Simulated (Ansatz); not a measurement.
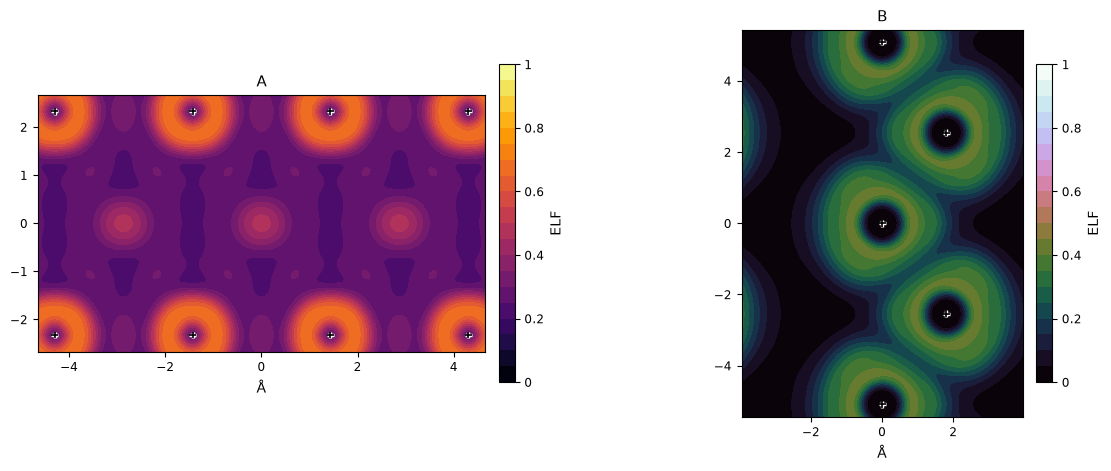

The ELF of 2 systems, each on a plane through atoms (crosses mark nuclei in the plane).

Method: DFT, BLYP, plane waves (420 eV) with PAW, scalar-relativistic in Ansatz.

System 1: Ir, the (100) plane of the conventional cell. Space group P6₃/mmc; set up as Ir, hcp; a generated structure, not necessarily the stable one; changed on purpose from its base cell (volume × 1.08); computed pressure about −18 GPa in this cell; computed without spin polarisation.

```
Ir
1.0
     2.86915    0.00000    0.00000
    -1.43458    2.48476    0.00000
     0.00000    0.00000    4.64726
Ir
2
Direct
  0.33333 0.66667 0.25000
  0.66667 0.33333 0.75000
```

System 2: Tl, the (101) plane of the conventional cell. Space group Fd-3m; set up as Tl, diamond; a generated structure, not necessarily the stable one; changed on purpose from its base cell (volume × 0.92).

Which map belongs to which system?

Panel A is system 1, Ir: the plane holds Ir. Ir–Ir (2.87 Å): the ELF is about 0.35 at the midpoint; no shared electron pair shows on this line. Panel B is system 2, Tl: the plane holds Tl. Tl–Tl (3.12 Å): the ELF is about 0.25 at the midpoint: no localised pair shows between them.
